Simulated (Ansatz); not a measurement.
# CoSi₂: geometry relaxation

CoSi₂ (P4/mmm, 3 atoms in the cell), computed with DFT PBEsol, scalar-relativistic, plane waves, PAW, no spin polarisation (Ansatz 0.2.0).

The structure was made by swapping elements on the sites of another compound; it need not be a known phase. It belongs to a series of runs on one base structure; here: Fe -> Co on all its sites, cell and atoms relaxed.

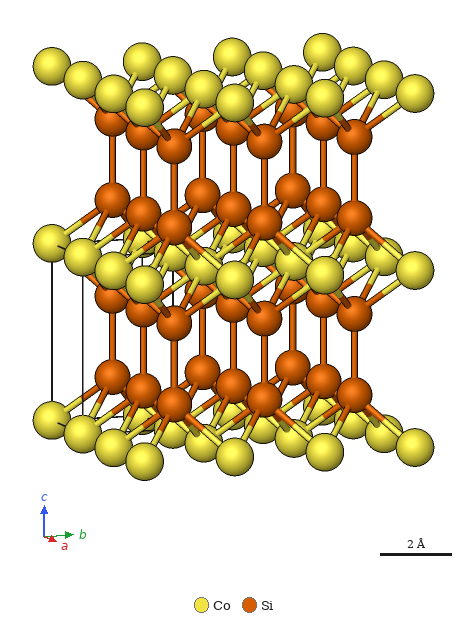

Fig. 1: The starting structure (ball-and-stick view of the cell of the calculation, repeated 3 × 3 × 2, seen slightly off an axis). An atom can appear more than once, as a periodic image. Near neighbours in the periodic cell (some may lie outside the picture): Co has 8 Si at 2.35 Å; Si has 4 Co at 2.35 Å and 1 Si at 2.32 Å.

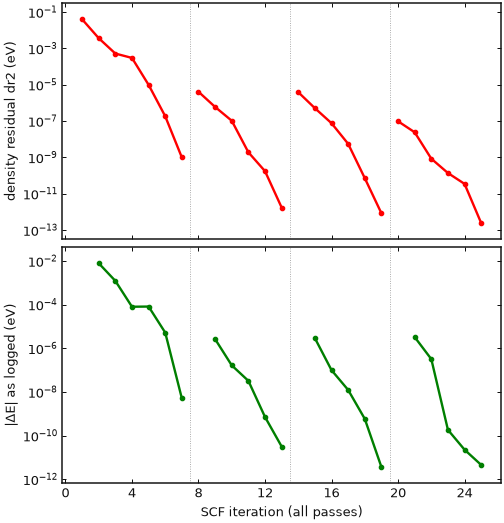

Fig. 2: Convergence of the self-consistent field: density residual dr2 and size of the energy change against the SCF iteration. The dotted lines part the SCF passes of the relaxation: geometry steps, rejected trials and re-solves on a re-selected basis. The passes take 7, 6, 6 and 6 iterations.

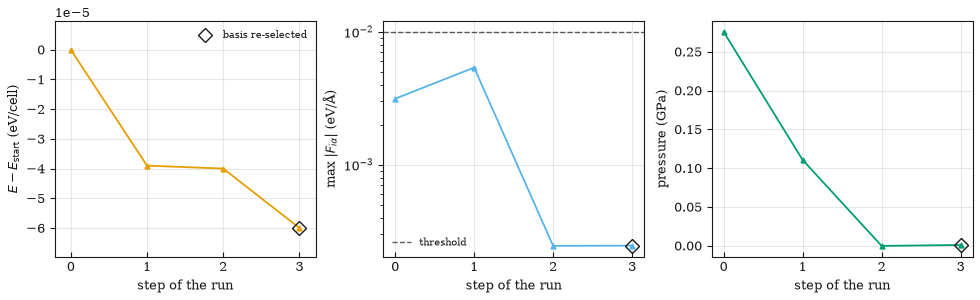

Fig. 3: Progress of the relaxation, step by step (the first geometry is step 0 here and step 1 in the log). After 2 geometry steps the energy has fallen by next to nothing (0.0 meV per cell of the calculation). Largest force component: 0.0031 eV/Å at the start, 0.00025 eV/Å at the end. Pressure: 0.28 GPa at the start and 0.00 GPa at the end. No atom moves by more than 0.005 Å relative to the cell. The volume changes by +0.1 %, with a = b stay at 2.697 Å, c 5.071 → 5.076 Å (+0.1 %). The space group stays P4/mmm (No. 123). A last SCF at the same geometry on a re-selected plane-wave basis shifts the energy by next to nothing (0.0 meV per cell of the calculation). (Atoms are counted from 1 in the order of the input.)

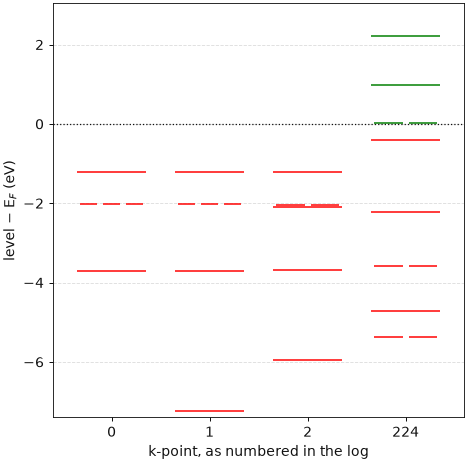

Fig. 4: Kohn–Sham levels near the Fermi level (dotted) at the few k-points that the log prints; levels within 0.02 eV of each other stand side by side. The system is metallic on the full mesh.

The input that produced these results follows, with the program's output.

### The input
```yaml
crystal:
  lattice:
    - [2.6970507448, 0.0, 0.0]
    - [0.0, 2.6970507448, 0.0]
    - [0.0, 0.0, 5.071141218]
  atoms:
    - { symbol: Co, position: [0.0, 0.0, 0.0] }
    - { symbol: Si, position: [0.5, 0.5, 0.2708488947] }
    - { symbol: Si, position: [0.5, 0.5, 0.7291511053] }
basis:
  ecutwfc: 420
kpoints:
  mp_grid: { grid: [16, 16, 8] }
hamiltonian:
  xc: pbesol
scf:
  occupations: { method: gaussian, width: 0.1 }
output:
  forces: true
  stress: true
  eigenvalues: true
relax:
  adjacent_minimum: "off"
  f_tol: 0.01
  max_steps: 60
  cell: { stress_tol: 0.1 }
```

Launched with:
```bash
ansatz run input.yaml --threads 1 --pin off --max-ram 2560MiB --backend cpu --events-out ev --progress --plain --runs-dir out
```

### The program's output
```
Engine: ansatz 0.2.0, x86_64-unknown-linux-gnu
Pseudopotentials: kind: paw
Pseudopotential: Co, paw, valence charge 17, recommended cutoff 420 eV (normal), Co.paw.azcp
Pseudopotential: Si, paw, valence charge 4, recommended cutoff 420 eV (normal), Si.paw.azcp
Functional definition: PBEsol
  exchange = pbesol_x
  correlation = pbesol_c
Crystal: 3 atoms, lattice volume = 36.888 Å³
Basis set: ecut = 420 eV, 757 PW (Γ), exchange–correlation on 40×40×72 points (8 copies of the dense FFT grid, shifted against one another)
Bands: 17, of which v1, the nominal top of the filled ones, is band 13 counted from 1 (12 counted from 0)
Symmetry: 16 space group operations
Space group: P4/mmm (ITA 123), of the structure as read, at distance tolerance 3.3e-5 Å
k-points: 225 of 2048
Non-local potential: Co, projectors of the file, l = 0: 3, l = 1: 2, l = 2: 3, l = 3: 1
Non-local potential: Si, projectors of the file, l = 0: 2, l = 1: 2, l = 2: 2
PAW form: soft (Blöchl's): semilocal exchange-correlation on the pseudo side does not see the compensation charge
PAW frozen core: Co, regenerated for the run's functional, and the local potential with it (the file was generated under x = pbe(κ = 0.804, μ = 0.2195149727645171), c = pbe(β = 0.06672455060314922))
PAW frozen core: Si, regenerated for the run's functional, and the local potential with it (the file was generated under x = pbe(κ = 0.804, μ = 0.2195149727645171), c = pbe(β = 0.06672455060314922))
PAW one-centre angular grid: Co, 590 points (default); XC on 64 Gauss nodes
PAW one-centre angular grid: Si, 110 points (default); XC on 64 Gauss nodes
Initial density: superposition of atomic densities (neutral atoms: chi_scale 0, normalization atom), corrected by the library's trained network
Initial wavefunctions: pseudopotential atomic-orbital guess
Functional: x = pbesol(κ = 0.804, μ = 0.12345679012345678), c = pbesol(β = 0.046)
SCF iter   1: F=—  HF=-6337.327918 eV  |F-HF|=—  |Δ(HF+E_count)|=         —  Δρ=1.58e-2  dr2=4.06e-2  ethr=1.77e-3  ⟨swp⟩=5.1  Hψ=19605  notcnv=0
preconditioner: auto → none  [metal: Δε(μ)=0.010 eV  Ē_g=8.248 eV  σ=0.100 eV  W_gap=0.05  n_scr=8 (ndim 8)  ℏωp=25.2 eV  f_vac=0.000  D(μ)=2.38/eV (n_scr^D=28)  sad-step TF]
SCF iter   2: F=—  HF=-6337.319986 eV  |F-HF|=—  |Δ(HF+E_count)|=   7.93e-3  Δρ=3.92e-3  dr2=3.70e-3  ethr=1.62e-4  ⟨swp⟩=2.6  Hψ=7416  notcnv=0  defer=23
SCF iter   3: F=—  HF=-6337.318758 eV  |F-HF|=—  |Δ(HF+E_count)|=   1.23e-3  Δρ=1.73e-3  dr2=5.25e-4  ethr=1.48e-5  ⟨swp⟩=2.2  Hψ=5703  notcnv=0  defer=23
SCF iter   4: F=—  HF=-6337.318677 eV  |F-HF|=—  |Δ(HF+E_count)|=   8.05e-5  Δρ=5.93e-4  dr2=3.02e-4  ethr=2.10e-6  ⟨swp⟩=2.0  Hψ=5458  notcnv=0  defer=23
SCF iter   5: F=—  HF=-6337.318595 eV  |F-HF|=—  |Δ(HF+E_count)|=   8.21e-5  Δρ=1.75e-4  dr2=9.94e-6  ethr=1.21e-6  ⟨swp⟩=2.1  Hψ=4767  notcnv=0  defer=23
SCF iter   6: F=—  HF=-6337.318601 eV  |F-HF|=—  |Δ(HF+E_count)|=   5.25e-6  Δρ=2.57e-5  dr2=1.85e-7  ethr=3.97e-8  ⟨swp⟩=2.1  Hψ=5179  notcnv=0  defer=23
SCF iter   7: F=-6337.318601 eV  HF=-6337.318601 eV  |F-HF|=6.60e-10  |Δ(HF+E_count)|=   5.07e-9  Δρ=2.60e-6  dr2=9.97e-10  ethr=4.00e-10  ⟨swp⟩=6.0  Hψ=16288  notcnv=0
SCF 1 converged in 7 iterations: F = -6337.318601 eV  dr2 = 9.97e-10
  greatest PAW one-centre occupation: 1.001 electrons in one spin orbital (limit 2), on the Co atom at site 0 (counted from 0), in its partial waves of l = 1
relax step   1: F+E_penalty+E_count = -6337.31860066 eV  Δ(F+E_penalty+E_count) = +0.000e0 eV  max|allowed force component| = 3.139e-3 eV/Å  Δτ_max = 0.0000 Å  P = +0.276 GPa  Ω = 36.888 Å³  (7 SCF iters, dr2 threshold 1.00e-7 eV, accepted)
Crystal: 3 atoms, lattice volume = 36.915 Å³
Initial density: handed on by an earlier stage of this run
Initial wavefunctions: those handed on with the density
iter 1 solved again at ethr=1.79e-8 eV; its pass at ethr=3.10e-3 eV (dr2=4.48e-6 eV) is discarded
SCF iter   1: F=—  HF=-6337.318638 eV  |F-HF|=—  |Δ(HF+E_count)|=         —  Δρ=9.32e-5  dr2=4.14e-6  ethr=1.79e-8  ⟨swp⟩=2.0  Hψ=21368  notcnv=0
preconditioner: auto → none  [metal: Δε(μ)=0.002 eV  Ē_g=8.237 eV  σ=0.100 eV  W_gap=0.01  n_scr=8 (ndim 8)  ℏωp=25.2 eV  f_vac=0.000  D(μ)=2.17/eV (n_scr^D=16)]
SCF iter   2: F=—  HF=-6337.318641 eV  |F-HF|=—  |Δ(HF+E_count)|=   2.64e-6  Δρ=4.89e-5  dr2=6.03e-7  ethr=1.66e-8  ⟨swp⟩=2.1  Hψ=5402  notcnv=0
iter 3 did not close the SCF: its close was put off for the readings that it lacked (scf_convergence_deferred on its scf_iter line)
SCF iter   3: F=-6337.318640 eV  HF=-6337.318640 eV  |F-HF|=7.10e-8  |Δ(HF+E_count)|=   1.66e-7  Δρ=1.60e-5  dr2=1.05e-7  ethr=2.41e-9  ⟨swp⟩=2.0  Hψ=5384  notcnv=0
iter 4 did not close the SCF: its close was put off for the readings that it lacked (scf_convergence_deferred on its scf_iter line)
SCF iter   4: F=-6337.318640 eV  HF=-6337.318640 eV  |F-HF|=2.45e-10  |Δ(HF+E_count)|=   3.24e-8  Δρ=3.37e-6  dr2=1.92e-9  ethr=4.18e-10  ⟨swp⟩=2.2  Hψ=5768  notcnv=0
iter 5 did not close the SCF: its close was put off for the readings that it lacked (scf_convergence_deferred on its scf_iter line)
SCF iter   5: F=-6337.318640 eV  HF=-6337.318640 eV  |F-HF|=1.51e-10  |Δ(HF+E_count)|=  7.18e-10  Δρ=4.11e-7  dr2=1.76e-10  ethr=7.66e-12  ⟨swp⟩=2.2  Hψ=6180  notcnv=0
SCF iter   6: F=-6337.318640 eV  HF=-6337.318640 eV  |F-HF|=5.46e-12  |Δ(HF+E_count)|=  3.18e-11  Δρ=1.06e-7  dr2=1.75e-12  ethr=1.00e-12  ⟨swp⟩=1.0  Hψ=9164  notcnv=0
SCF 2 converged in 6 iterations: F = -6337.318640 eV  dr2 = 1.75e-12
relax step   2: F+E_penalty+E_count = -6337.31864032 eV  Δ(F+E_penalty+E_count) = -3.966e-5 eV  max|allowed force component| = 5.384e-3 eV/Å  Δτ_max = 0.0000 Å  P = +0.111 GPa  Ω = 36.915 Å³  energy of the carried Pulay correction = -1.355e-5 eV  (6 SCF iters, dr2 threshold 3.00e-7 eV, accepted)
Crystal: 3 atoms, lattice volume = 36.933 Å³
iter 1 solved again at ethr=1.75e-8 eV; its pass at ethr=3.10e-3 eV (dr2=4.38e-6 eV) is discarded
SCF iter   1: F=—  HF=-6337.318638 eV  |F-HF|=—  |Δ(HF+E_count)|=         —  Δρ=6.80e-5  dr2=3.92e-6  ethr=1.75e-8  ⟨swp⟩=2.0  Hψ=21349  notcnv=0
preconditioner: auto → none  [metal: Δε(μ)=0.007 eV  Ē_g=8.232 eV  σ=0.100 eV  W_gap=0.04  n_scr=8 (ndim 8)  ℏωp=25.2 eV  f_vac=0.000  D(μ)=2.18/eV (n_scr^D=16)]
SCF iter   2: F=—  HF=-6337.318641 eV  |F-HF|=—  |Δ(HF+E_count)|=   2.92e-6  Δρ=4.66e-5  dr2=5.16e-7  ethr=1.57e-8  ⟨swp⟩=2.1  Hψ=5153  notcnv=0
SCF iter   3: F=—  HF=-6337.318641 eV  |F-HF|=—  |Δ(HF+E_count)|=   1.00e-7  Δρ=1.25e-5  dr2=7.67e-8  ethr=2.07e-9  ⟨swp⟩=2.0  Hψ=5371  notcnv=0
iter 4 did not close the SCF: its close was put off for the readings that it lacked (scf_convergence_deferred on its scf_iter line)
SCF iter   4: F=-6337.318641 eV  HF=-6337.318641 eV  |F-HF|=1.97e-9  |Δ(HF+E_count)|=   1.24e-8  Δρ=4.51e-6  dr2=5.61e-9  ethr=3.07e-10  ⟨swp⟩=2.3  Hψ=5452  notcnv=0
iter 5 did not close the SCF: its close was put off for the readings that it lacked (scf_convergence_deferred on its scf_iter line)
SCF iter   5: F=-6337.318641 eV  HF=-6337.318641 eV  |F-HF|=3.46e-11  |Δ(HF+E_count)|=  5.87e-10  Δρ=4.20e-7  dr2=7.23e-11  ethr=2.24e-11  ⟨swp⟩=2.2  Hψ=6394  notcnv=0
SCF iter   6: F=-6337.318641 eV  HF=-6337.318641 eV  |F-HF|=4.55e-12  |Δ(HF+E_count)|=  3.64e-12  Δρ=4.87e-8  dr2=8.44e-13  ethr=1.00e-12  ⟨swp⟩=1.0  Hψ=8673  notcnv=0
SCF 3 converged in 6 iterations: F = -6337.318641 eV  dr2 = 8.44e-13
relax step   3: F+E_penalty+E_count = -6337.31864096 eV  Δ(F+E_penalty+E_count) = -6.396e-7 eV  max|allowed force component| = 2.448e-4 eV/Å  Δτ_max = 0.0002 Å  P = -0.000 GPa  Ω = 36.933 Å³  energy of the carried Pulay correction = -2.227e-5 eV  (6 SCF iters, dr2 threshold 7.03e-8 eV, accepted)
Initial wavefunctions: pseudopotential atomic-orbital guess (no wavefunctions were taken with the density)
iter 1 solved again at ethr=6.63e-7 eV; its pass at ethr=3.10e-3 eV (dr2=1.66e-4 eV) is discarded
SCF iter   1: F=—  HF=-6337.318658 eV  |F-HF|=—  |Δ(HF+E_count)|=         —  Δρ=1.12e-4  dr2=9.81e-8  ethr=6.63e-7  ⟨swp⟩=3.0  Hψ=29205  notcnv=0
eigensolver tolerance schedule: the retry pair's looser diagonalisation over-reported the residual by 1690.41 of it (diagonalisation noise at 0.57 of the residual, at the tolerance the schedule requests for it); recorded, not acted on — ethr = c·dr2/N_el stays at c = 1.0e-1
preconditioner: auto → none  [metal: Δε(μ)=0.001 eV  Ē_g=8.233 eV  σ=0.100 eV  W_gap=0.01  n_scr=8 (ndim 8)  ℏωp=25.2 eV  f_vac=0.000  D(μ)=2.18/eV (n_scr^D=16)]
SCF iter   2: F=—  HF=-6337.318661 eV  |F-HF|=—  |Δ(HF+E_count)|=   3.28e-6  Δρ=5.58e-5  dr2=2.43e-8  ethr=3.92e-10  ⟨swp⟩=2.3  Hψ=6113  notcnv=0
SCF iter   3: F=—  HF=-6337.318661 eV  |F-HF|=—  |Δ(HF+E_count)|=   3.21e-7  Δρ=2.17e-6  dr2=8.52e-10  ethr=9.72e-11  ⟨swp⟩=1.0  Hψ=3825  notcnv=0
SCF iter   4: F=—  HF=-6337.318661 eV  |F-HF|=—  |Δ(HF+E_count)|=  1.84e-10  Δρ=6.71e-7  dr2=1.39e-10  ethr=3.41e-12  ⟨swp⟩=2.0  Hψ=5379  notcnv=0
iter 5 did not close the SCF: its close was put off for the readings that it lacked (scf_convergence_deferred on its scf_iter line)
SCF iter   5: F=-6337.318661 eV  HF=-6337.318661 eV  |F-HF|=2.46e-11  |Δ(HF+E_count)|=  2.27e-11  Δρ=2.82e-7  dr2=3.50e-11  ethr=1.00e-12  ⟨swp⟩=1.6  Hψ=4442  notcnv=0
SCF iter   6: F=-6337.318661 eV  HF=-6337.318661 eV  |F-HF|=3.64e-12  |Δ(HF+E_count)|=  4.55e-12  Δρ=3.34e-8  dr2=2.43e-13  ethr=1.00e-12  ⟨swp⟩=2.9  Hψ=12009  notcnv=0
SCF 4 converged in 6 iterations: F = -6337.318661 eV  dr2 = 2.43e-13
relax step   4: F+E_penalty+E_count = -6337.31866116 eV  Δ(F+E_penalty+E_count) = -2.020e-5 eV  max|allowed force component| = 2.459e-4 eV/Å  Δτ_max = 0.0000 Å  P = +0.001 GPa  Ω = 36.933 Å³  stress off target by 2.69e-3 GPa  SCF on the basis re-selected at this cell (its energy is not comparable with the rows above)  (6 SCF iters)
basis re-selected at this cell: Δ(F+E_penalty+E_count) = -2.020e-5 eV, ΔP = +0.001 GPa vs the last step (what re-selecting the basis moved, of the pressure what is left beyond the Pulay correction that the steps carried, after the strain that the cell walked since its last selection, with what the two solves' SCF thresholds leave and, on support functions, any second-order correction that the steps lacked; it is no measure of the basis error at this ecutwfc). This SCF's stress stands 2.69e-3 GPa from its target on what of the cell is left free (relax.cell.stress_tol is 1.00e-1 GPa) and its largest allowed force component is 2.46e-4 eV/Å (relax.f_tol is 1.00e-2 eV/Å): within both
SCF converged after 6 iterations
Free energy (F): -6337.318661 eV
Harris-Foulkes:  -6337.318661 eV  (|F-HF|=3.64e-12)
Internal energy: -6337.307759 eV  (E = F + TS)
E sigma→0 (E₀):  -6337.313210 eV
Entropy (-TS):   -0.010903 eV (-3.634 meV/atom)
Fermi energy:    14.069674 eV
--- Per-component energies (eV) ---
  E_band       = -266.736035
  E_kinetic    = 546.755672
  E_local      = -4567.704587  (includes V_loc(G=0)·N_el)
  E_nonlocal   = 508.706031
  E_hartree    = 2023.996519
  E_xc         = -271.884252
  E_vxc        = -304.589095  (∫ρ·V_xc dr)
  E_paw        = -2483.449805  (= ΣΔE_a)
  E_vpaw       = -497.897174  (= ΣTr[D̂ρ^β])
  E_aug_tail   = 0.000052  (compensation charges beyond the density's cutoff)
  E_ewald      = -2093.978929
  E_core_change = 0.251541  (= ΣΔE_core)
  E_smearing   = -0.010903  (= −TS)
  E_closure    = 0.000000  (closes the sum)
  Σ components = -6337.318661   (vs F -6337.318661, Δ=0.00e0)
--- Forces (eV/Å), atoms counted from 1 ---
  atom   1  Co    -0.00000000    -0.00000000     0.00000000
  atom   2  Si    -0.00000000     0.00000000     0.00024592
  atom   3  Si    -0.00000000     0.00000000    -0.00024592
  max |Σ_I F_I| component: 3.47e-18 eV/Å
--- Stress (GPa, compression-positive) ---
        0.000067       0.000000       0.000000
        0.000000       0.000067       0.000000
        0.000000       0.000000       0.002692
  P = ⅓ Tr σ = 0.0009 GPa (0.009 kbar)
--- Band table (eV; the first three rows and the last of 225) ---
  k-point 0: bands = ["-80.8115", "-44.2899", "-44.2418", "-44.2418", "-0.0521", "4.8755", "5.9705", "10.3708", "12.0464", "12.0464", "12.0574", "12.8610", "18.2862", "18.2862", "20.8200", "20.9735", "21.7174"]
  k-point 1: bands = ["-80.8115", "-44.2899", "-44.2418", "-44.2418", "0.0356", "4.1033", "6.8365", "10.3735", "12.0406", "12.0406", "12.0412", "12.8611", "18.3838", "18.3838", "19.5732", "20.8514", "22.3588"]
  k-point 2: bands = ["-80.8115", "-44.2899", "-44.2418", "-44.2418", "0.2968", "3.0808", "8.1072", "10.3799", "11.9786", "12.0268", "12.0268", "12.8613", "17.9715", "18.6655", "18.6655", "20.6179", "21.7618"]
  k-point 224: bands = ["-80.7975", "-44.3166", "-44.3166", "-44.2731", "6.5620", "8.6905", "8.6905", "9.3435", "10.4984", "10.4984", "11.8622", "13.6704", "14.0847", "14.0847", "15.0460", "16.2950", "17.1584"]
--- Relaxed structure (3 steps of the walk, 3 accepted, 1 SCFs on fresh bases) ---
  F+E_penalty+E_count = -6337.31866116 eV   max|allowed force component| = 2.459e-4 eV/Å   (the final SCF, on the basis selected at the relaxed cell)
  cell:  # Å, volume = 36.9329 Å³
    - [2.697270014908352, -2.43811947031882e-36, 0.0]
    - [-2.43811947031882e-36, 2.697270014908352, 0.0]
    - [0.0, 0.0, 5.076495210130301]
  atoms:
    - { symbol: Co, position: [-4.4630462276722325e-36, 4.416556162800647e-37, 0.0] }
    - { symbol: Si, position: [0.5, 0.5, 0.27089767306949925] }
    - { symbol: Si, position: [0.5, 0.5, 0.7291023269305006] }
```

### Trajectory as extended XYZ (Å, eV, eV/Å), 4 frames, from step=1 to step=4
```
3
Lattice="2.6971 0.0000 0.0000 0.0000 2.6971 0.0000 0.0000 0.0000 5.0711" Properties=species:S:1:pos:R:3:forces:R:3 step=1 energy=-6337.31860 pressure_GPa=0.28
Co    0.0000    0.0000    0.0000    0.0000   0.0000   0.0000
Si    1.3485    1.3485    1.3735    0.0000   0.0000   0.0031
Si    1.3485    1.3485    3.6976    0.0000   0.0000  -0.0031
3
Lattice="2.6971 0.0000 0.0000 0.0000 2.6971 0.0000 0.0000 0.0000 5.0746" Properties=species:S:1:pos:R:3:forces:R:3 step=2 energy=-6337.31864 pressure_GPa=0.11
Co    0.0000    0.0000    0.0000    0.0000   0.0000   0.0000
Si    1.3486    1.3486    1.3745    0.0000   0.0000   0.0054
Si    1.3486    1.3486    3.7001    0.0000   0.0000  -0.0054
3
Lattice="2.6973 0.0000 0.0000 0.0000 2.6973 0.0000 0.0000 0.0000 5.0765" Properties=species:S:1:pos:R:3:forces:R:3 step=3 energy=-6337.31864 pressure_GPa=-0.00
Co    0.0000    0.0000    0.0000    0.0000   0.0000   0.0000
Si    1.3486    1.3486    1.3752    0.0000   0.0000   0.0002
Si    1.3486    1.3486    3.7013    0.0000   0.0000  -0.0002
3
Lattice="2.6973 0.0000 0.0000 0.0000 2.6973 0.0000 0.0000 0.0000 5.0765" Properties=species:S:1:pos:R:3:forces:R:3 step=4 energy=-6337.31866 pressure_GPa=0.00
Co    0.0000    0.0000    0.0000    0.0000   0.0000   0.0000
Si    1.3486    1.3486    1.3752    0.0000   0.0000   0.0002
Si    1.3486    1.3486    3.7013    0.0000   0.0000  -0.0002
```

### Key numbers

- outcome: converged
- space group (tolerance 0.01 Å): P4/mmm (123)
- electrons treated: 25
- free energy: −6337.3187 eV
- Fermi energy: 14.070 eV
- gap on the k-point mesh: none (metallic)
- pressure: 0.00 GPa
- final volume: 36.93 Å³
- largest force (length of the vector) at the end: under 0.001 eV/Å
- final cell: a = 2.697 Å, b = 2.697 Å, c = 5.076 Å, α = 90.00°, β = 90.00°, γ = 90.00°
- hardware: 1 thread of AMD EPYC (Zen 5), 32 GiB of memory available, shared host
- wall time: 12 s
- peak memory: 0.5 GiB

### Notes

The run has no spin polarisation, so a magnetic state may lie lower.
